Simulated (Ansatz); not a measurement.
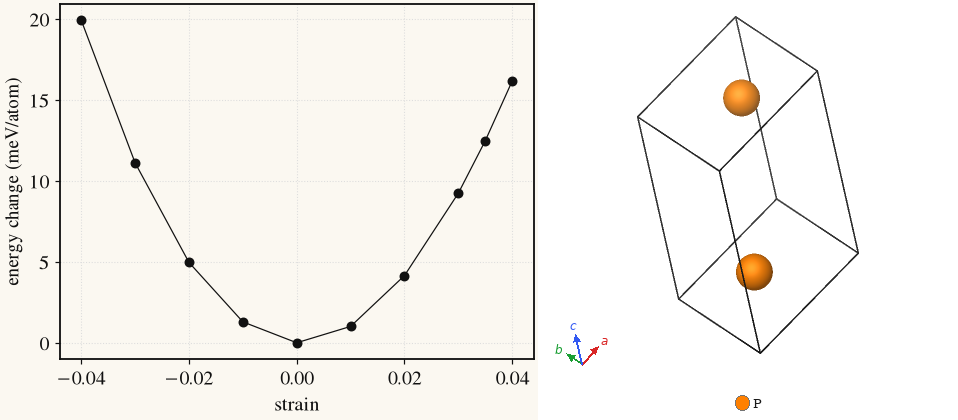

Plotted: energy change against strain for P, space group R-3m (No. 166). The cell is drawn beside the plot.

Structure:
```xyz
2
Lattice="1.6967 0.9796 2.7775 -1.6967 0.9796 2.7775 0.0000 -1.9592 2.7775" Properties=species:S:1:pos:R:3 pbc="T T T"
P     0.0000    0.0000    2.0106
P     0.0000    0.0000    6.3219
```

Method: homogeneous strain of a crystal along one Voigt pattern with engineering shear, fractional coordinates fixed, by plane-wave density functional theory with PAW datasets, free energies less that of the undisturbed cell, pressure positive in compression; scalar-relativistic (Ansatz 0.2.0). Level: PBEsol with D3(BJ), no spin polarisation.

```csv
setting,value
wave cutoff,420 eV
k mesh,24×24×24
occupations,Gaussian
smearing width,0.15 eV
k shift,"(0, 0, 0) (mesh steps)"
start,relaxed
strain pattern,"(1, 0, 0, 0, 0, 0) (xx yy zz yz xz xy with engineering shear)"
```

From this curve and the settings, what does the calculation give for the tensile stress summed over the strain pattern and pressure at the same points?

The tensile stress summed over the strain pattern rises from −11.8 GPa at strain −0.040 to 9.0 GPa at 0.040, and changes sign near 0.001. The pressure falls from 6.2 GPa at strain −0.040 to −4.6 GPa at 0.040, and changes sign near 0.000.

| strain | tensile stress summed over the strain pattern (GPa) | pressure (GPa) |
| --- | --- | --- |
| −0.040 | −11.8 | 6.2 |
| −0.030 | −8.6 | 4.5 |
| −0.020 | −5.7 | 2.9 |
| −0.010 | −2.9 | 1.4 |
| 0.000 | −0.1 | 0.0 |
| 0.010 | 2.4 | −1.3 |
| 0.020 | 4.8 | −2.5 |
| 0.030 | 7.0 | −3.6 |
| 0.035 | 8.0 | −4.1 |
| 0.040 | 9.0 | −4.6 |
